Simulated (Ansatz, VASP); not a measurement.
# GaAs (GaAs(110)): VASP beside Ansatz, part 3 of 3

One calculation is typed for both programs; each brings its own data sets and cutoff. How far apart do they land?  The structure shown is the end of the VASP relaxation below.

VASP 6.6.1 and Ansatz 0.2.0.

So far: Set-up; VASP: relaxation, PBE; Ansatz: single point, PBE; Differences; Further runs; Ansatz: band structure, PBE.

## Step 7: VASP: band structure, PBE

Level of this step: PBE; plane waves and PAW (Ga, As) (VASP).

The same cell, functional, mesh and smearing now go to VASP, with its own data sets and cutoff.

INCAR

```
SYSTEM = GaAs
PREC = Normal
ENCUT = 320
EDIFF = 1E-06
NELM = 120
ISMEAR = 0
SIGMA = 0.03
LREAL = Auto
ALGO = Fast
GGA = PE
NBANDS = 54
LORBIT = 11
LWAVE = .FALSE.
LCHARG = .TRUE.
KPAR = 2
IDIPOL = 3
LDIPOL = .TRUE.
DIPOL = 0.5 0.5 0.5
LVHAR = .TRUE.
LVACPOTAV = .TRUE.
NEDOS = 1500
```

POSCAR

```
GaAs
1.0
    4.1141877129      0.0000000000      0.0000000000
    0.0000000000      5.8183400617      0.0000000000
    0.0000000000      0.0000000000     32.2185720984
Ga As
9 9
Direct
    0.0000000000      0.0598206997      0.2627288523
    0.5000000000      0.4848634470      0.3081100286
    0.0000000000      0.9914529686      0.3745873848
    0.5000000000      0.4914408100      0.4366240809
    0.0000000000      0.9934717160      0.5000000000
    0.5000000000      0.4914408100      0.5633759191
    0.0000000000      0.9914529686      0.6254126152
    0.5000000000      0.4848634470      0.6918899714
    0.0000000000      0.0598206997      0.7372711477
    0.0000000000      0.7336872739      0.3115277440
    0.5000000000      0.2649965493      0.2408891962
    0.0000000000      0.7395882198      0.4373072364
    0.5000000000      0.2416705215      0.3731711185
    0.0000000000      0.7395882198      0.5626927636
    0.5000000000      0.2414873046      0.5000000000
    0.0000000000      0.7336872739      0.6884722560
    0.5000000000      0.2416705215      0.6268288815
    0.5000000000      0.2649965493      0.7591108038
```

KPOINTS

```
Automatic mesh
0
Gamma
6 4 1
0 0 0
```

KPOINTS_OPT

```
Line mode
14
Line-mode
Reciprocal
  0.00000000   0.00000000   0.00000000 GAMMA
  0.50000000   0.00000000   0.00000000 X

  0.50000000   0.00000000   0.00000000 X
  0.50000000   0.50000000   0.00000000 S

  0.50000000   0.50000000   0.00000000 S
  0.00000000   0.50000000   0.00000000 Y

  0.00000000   0.50000000   0.00000000 Y
  0.00000000   0.00000000   0.00000000 GAMMA

  0.00000000   0.00000000   0.00000000 GAMMA
  0.50000000   0.50000000   0.00000000 S
```

The projector-augmented-wave data sets are Ga and As (PBE family, release 64).

Started as:

```console
$ mpirun -np 4 vasp_std
```

Numbers of over 12 decimals in the logs are rounded to 6 here.

The program printed:

```text
[banner, memory and clock lines left out]
running    4 mpi-ranks, on    1 nodes
[...]
LDA part: xc-table for (Slater+PW92), standard interpolation
 POSCAR, INCAR and KPOINTS ok, starting setup
[...]
entering main loop
       N       E                     dE             d eps       ncg     rms          rms(c)
DAV:   1     0.303674974438E+03    0.30367E+03   -0.18518E+04  1296   0.686E+02
DAV:   2    -0.377615163938E+02   -0.34144E+03   -0.32993E+03  1746   0.148E+02
DAV:   3    -0.731975278943E+02   -0.35436E+02   -0.34979E+02  1562   0.499E+01
DAV:   4    -0.745231994320E+02   -0.13257E+01   -0.13214E+01  1704   0.109E+01
[...]
RMM:  21    -0.728091250855E+02   -0.82333E-05   -0.59574E-07  1085   0.155E-03    0.627E-04
RMM:  22    -0.728091262853E+02   -0.11998E-05   -0.62824E-08   559   0.716E-04    0.313E-04
RMM:  23    -0.728091267764E+02   -0.49105E-06   -0.35429E-08   522   0.755E-04
|                                                                             |
[...]
|     workfunction values.                                                    |
|                                                                             |

   1 F= -.72809127E+02 E0= -.72809127E+02  d E =-.799745E-11
 Start KPOINTS_OPT (optional k-point list driver)
k-point batch [1-12\70]
       N       E                     dE             ncg
DAV:   1    -0.634001586764E+03   -0.73178E+04     1296
DAV:   2    -0.457571326200E+04   -0.39417E+04     1678
DAV:   3    -0.500369426951E+04   -0.42798E+03     1576
DAV:   4    -0.501989215605E+04   -0.16198E+02     1728
[...]
DAV:   8    -0.502038071135E+04   -0.40947E-04     1640
DAV:   9    -0.502038071330E+04   -0.19518E-05     1304
DAV:  10    -0.502038071348E+04   -0.17563E-06     1016
[...]
k-point batch [61-70\70]
       N       E                     dE             ncg
DAV:   1    -0.470758018275E+03   -0.12251E+05     1080
DAV:   2    -0.371859911629E+04   -0.32478E+04     1496
DAV:   3    -0.404051159047E+04   -0.32191E+03     1312
DAV:   4    -0.405128704651E+04   -0.10775E+02     1440
[...]
DAV:   8    -0.405162756198E+04   -0.32137E-04     1440
DAV:   9    -0.405162756346E+04   -0.14867E-05     1112
DAV:  10    -0.405162756362E+04   -0.15965E-06      976
```

From OUTCAR (step 7):

```text
  Total       -5.8557529     -3.4915999     -0.5012846      0.0000000      0.0000000      0.0000000
  in kB      -12.1647680     -7.2534656     -1.0413709      0.0000000      0.0000000      0.0000000
  external PRESSURE =      -6.8198682 kB  Pullay stress =       0.0000000 kB

 POSITION                                       TOTAL-FORCE (eV/Angst)
 -----------------------------------------------------------------------------------
      0.00000      0.34806      8.46475        -0.000000      0.012364     -0.006811
      2.05709      2.82110      9.92687        -0.000000     -0.004365      0.007607
      0.00000      5.76861     12.06867         0.000000      0.005278      0.007184
      2.05709      2.85937     14.06740        -0.000000     -0.011759     -0.008779
      0.00000      5.78036     16.10929        -0.000000     -0.014280      0.000000
      2.05709      2.85937     18.15117        -0.000000     -0.011759      0.008779
      0.00000      5.76861     20.14990         0.000000      0.005278     -0.007184
      2.05709      2.82110     22.29171        -0.000000     -0.004365     -0.007607
      0.00000      0.34806     23.75382        -0.000000      0.012364      0.006811
      0.00000      4.26884     10.03698        -0.000000      0.006459      0.004163
      2.05709      1.54184      7.76111        -0.000000     -0.001098      0.015660
      0.00000      4.30318     14.08941         0.000000      0.011442     -0.003027
      2.05709      1.40612     12.02304         0.000000     -0.002695      0.010140
      0.00000      4.30318     18.12916         0.000000      0.011442      0.003027
[...]
-----------------------------------------------------------------------------------
    total drift:                                0.000000      0.079673      0.000003

  FREE ENERGIE OF THE ION-ELECTRON SYSTEM (eV)
  ---------------------------------------------------
  free  energy   TOTEN  =       -72.8091267764 eV

  energy  without entropy=      -72.8091267764  energy(sigma->0) =      -72.80912678

[... 2 parts as in an earlier step ...]

[... 1 further part left out ...]
[key lines of the parts left out:]
E-fermi :  -0.8192
```

## Step 8: Differences

Both answers:

| quantity | Ansatz | VASP | difference |
| --- | --- | --- | --- |
| gap over the path points (eV) | 0.584 | 0.616 | -0.032 |

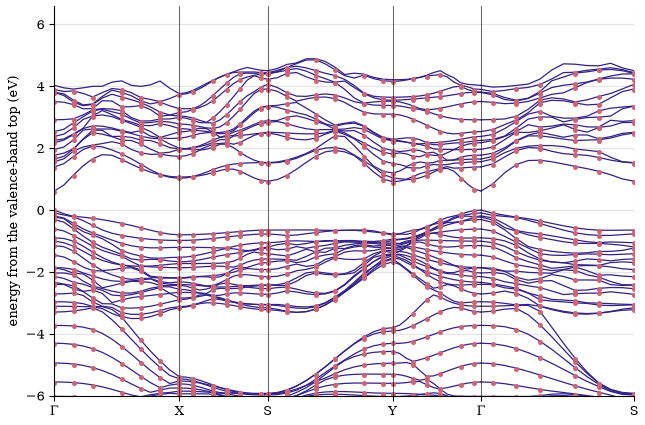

Bands from VASP (lines) and levels from Ansatz (dots). Dots without a line are higher empty bands that the VASP plot leaves out.

Levels at points of the path, from each program's valence-band top (eV; 4 filled, then empty):

| k (reciprocal lattice) | Ansatz | VASP |
| --- | --- | --- |
| 0.000 0.000 0.000 | -0.23 -0.19 -0.10 0.00 0.58 1.37 1.56 | -0.23 -0.19 -0.09 0.00 0.62 1.40 1.56 |
| 0.077 0.000 0.000 | -0.51 -0.43 -0.22 -0.21 1.10 1.71 1.90 | -0.51 -0.43 -0.22 -0.20 1.13 1.73 1.91 |
| 0.154 0.000 0.000 | -0.81 -0.74 -0.50 -0.27 1.63 2.05 2.08 | -0.81 -0.74 -0.49 -0.26 1.66 2.07 2.10 |
| 0.269 0.000 0.000 | -1.31 -1.08 -0.83 -0.43 1.62 1.80 2.13 | -1.30 -1.07 -0.81 -0.43 1.64 1.82 2.14 |
| 0.346 0.000 0.000 | -1.49 -1.21 -0.93 -0.58 1.33 1.47 1.84 | -1.48 -1.20 -0.91 -0.57 1.34 1.48 1.85 |
| 0.423 0.000 0.000 | -1.57 -1.23 -0.99 -0.74 1.13 1.15 1.79 | -1.56 -1.22 -0.97 -0.72 1.14 1.16 1.81 |
| 0.500 0.000 0.000 | -1.54 -1.21 -1.01 -0.82 1.02 1.06 1.72 | -1.52 -1.20 -0.98 -0.80 1.03 1.07 1.73 |
| 0.500 0.077 0.000 | -1.50 -1.21 -0.99 -0.81 1.08 1.08 1.82 | -1.49 -1.21 -0.97 -0.79 1.08 1.09 1.83 |
| 0.500 0.192 0.000 | -1.35 -1.22 -0.94 -0.78 1.21 1.30 2.02 | -1.34 -1.21 -0.92 -0.76 1.22 1.31 2.03 |
| 0.500 0.269 0.000 | -1.24 -1.24 -0.89 -0.75 1.31 1.44 2.11 | -1.24 -1.23 -0.87 -0.73 1.33 1.45 2.13 |

At this near-relaxed geometry the largest component of a force difference is 77 meV/Å. Among the levels compared (up to four filled and three empty ones at each point), filled levels agree within 25 meV and empty ones within 32 meV.

## Step 9: What came out

- r.m.s. force difference (single point, PBE): 16 meV/Å
- r.m.s. force difference (band structure, PBE): 16 meV/Å

In words: The r.m.s. force difference is 16 meV/Å (band structure, PBE), beyond the 12 meV/Å picked in this series as the mark of a large difference. For single point, PBE: no further run halves the r.m.s. force difference; only Ansatz's side was varied. No further run finished for the band structure, PBE pair; the unlike valence counts (252 against 72 electrons) are a candidate cause, untested here. 3 further runs on this material are not shown. Differences of this kind measure data sets and numerical settings, not the functional's error against experiment.

[Lines on the potential files, build, host, timing and source positions are cut from VASP's logs without a mark.]

[Logs are printed without paths, hosts, clocks, repeated set-up lines and the standing remarks that a program may print on its own settings, such as how far it seeks lower states.]

[Hosts, paths, dates, database ids (printed as entryN), source tags and the programs' standing remarks are cut or masked in the printed files.]
